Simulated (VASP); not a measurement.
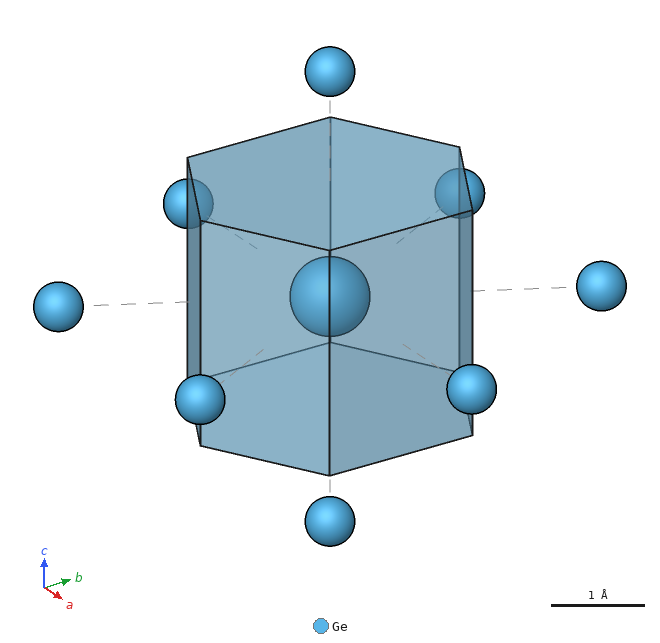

Voronoi cell (the region closer to this atom than to any other), computed from the atomic positions without radii. Central atom: Ge (2b) in Ge; faces take the colour of the neighbour behind them. Source: a cell listed in the Materials Project, as set up for an electronic-structure calculation.

Ge, space group Cmmm (No. 65), a = 2.794 Å, b = 5.201 Å, c = 2.698 Å, α = 90.00°, β = 90.00°, γ = 90.00°

| site | Wyckoff | x | y | z |
| --- | --- | --- | --- | --- |
| Ge | 2b | 0.5000 | 0.0000 | 0.0000 |

**How many faces does the cell have, and of which kinds?**

8 faces, index ⟨0,6,0,2⟩: topologically a hexagonal prism.

**What is the volume of this Voronoi cell?**

19.6 Å³, equal to the mean volume per atom.

**Tabulate the neighbours by distance and solid angle.**

| neighbour | faces | distance (Å) | solid angle (% of sphere) |
| --- | --- | --- | --- |
| Ge | 2 | 2.70 | 33.6 |
| Ge | 2 | 2.79 | 25.1 |
| Ge | 4 | 2.95 | 41.4 |
